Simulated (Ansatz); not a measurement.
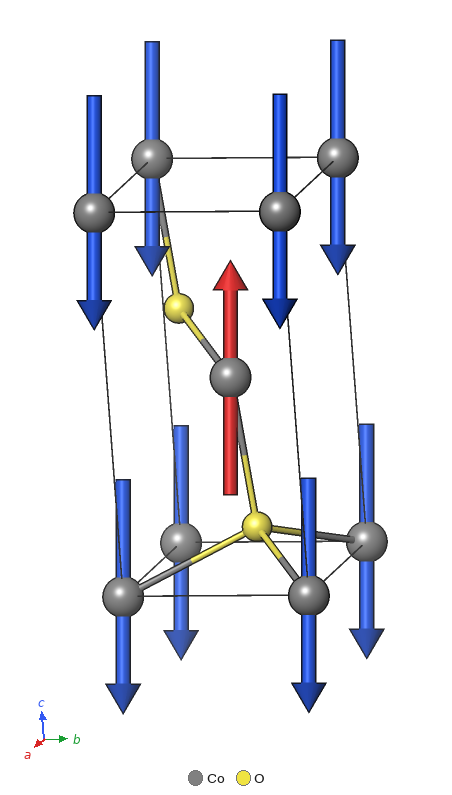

We look at a ball-and-stick model of the crystal slightly off an axis. The parallelepiped is the cell (the run's own, in a reduced setting). Arrows are the site magnetic moments above 0.25 μB (those induced on non-metal atoms are left out); longer means larger, and red and blue are up and down (without spin-orbit coupling the axis itself is arbitrary).

This is the state reached for CoO. Setup: DFT PBEsol, scalar-relativistic, plane waves, PAW (Ansatz); plane-wave cutoff 420 eV, k-points about 0.13 Å⁻¹ apart, Gaussian smearing of 0.1 eV, collinear spins.

Q: What is the magnetic arrangement?

A: Antiferromagnetic (within this cell). Site moments: 1 Co +2.0 μB and 1 Co −2.0 μB. The net spin moment of the whole cell is 0.0 μB.

Starting structure: a structure listed in the Materials Project. Earlier steps of the study, as a rule a relaxation of our own, may have changed the cell and positions, so they can lie some per cent off the listed ones. A calculation with Ansatz used it as input.

At this level of theory the run's own cell isn't at rest (stretched, at -10 GPa), so its distances can differ from those at equilibrium, the more so the softer the solid, and its magnetic state may change on relaxation.
